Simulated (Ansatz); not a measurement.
```
CELL_PARAMETERS angstrom
2.81075 0.00000 0.00000
0.00000 2.81075 0.00000
0.00000 0.00000 3.68500
ATOMIC_POSITIONS crystal
Cu 0.50000 0.50000 0.50000
Au 0.00000 0.00000 0.00000
```

Space group P4/mmm; the calculation finds a residual pressure of about 5 GPa at this fixed cell. Spin-orbit coupling, left out here, splits and shifts the levels of such heavy elements, by tenths of an eV up to several eV.

Method: DFT PBE, scalar-relativistic, plane waves, PAW (Ansatz 0.2.0).

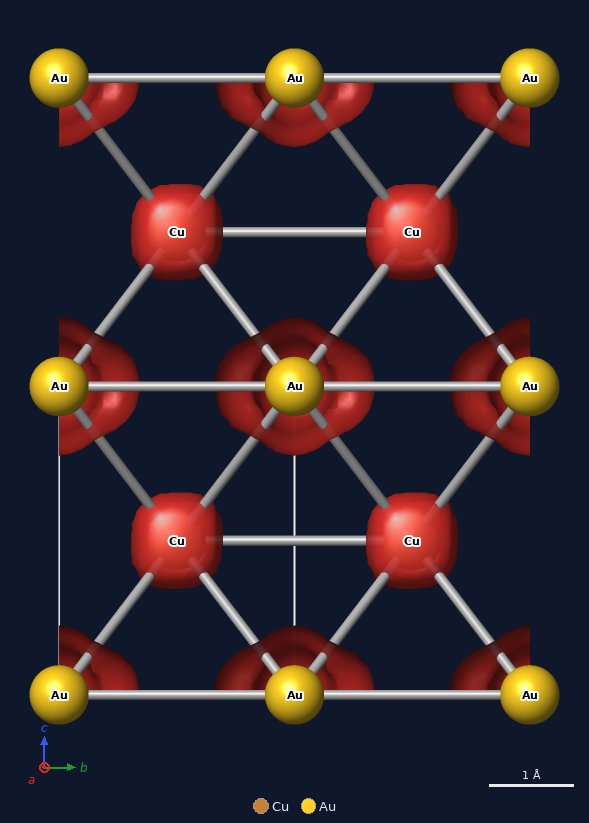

CuAu. Density of the Kohn–Sham states from −0.25 to +0.25 eV about the Fermi level (the states at the Fermi level), scaled to one electron a cell: red surface at 0.06 1/Å³, in the conventional cell, repeated, seen along the a axis.

Core electrons are frozen (PAW), so the fields are smoothed inside the atomic spheres.

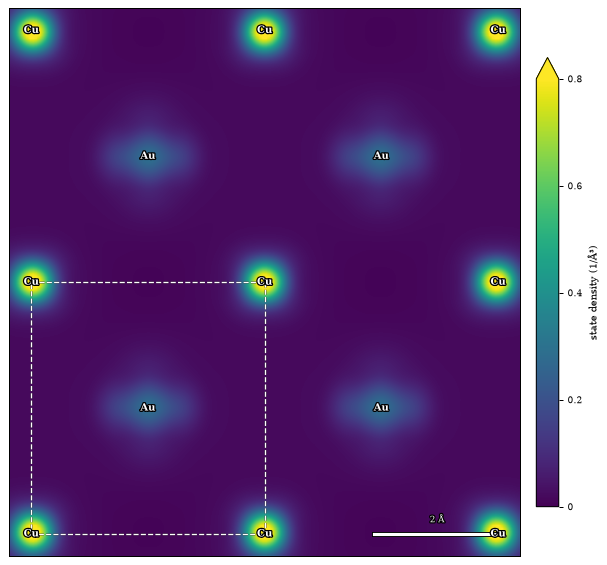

The same field as a map on the (110) plane of the conventional cell.

> Which atoms and orbitals make up these states?

Projected on a minimal set of atomic orbitals (Löwdin), they are Au 6s (30 %), Au 5d (25 %) and Cu 4s (20 %). In space (atomic cells sized by Bader volumes) the density divides as Au about 60 % and Cu about 40 %.
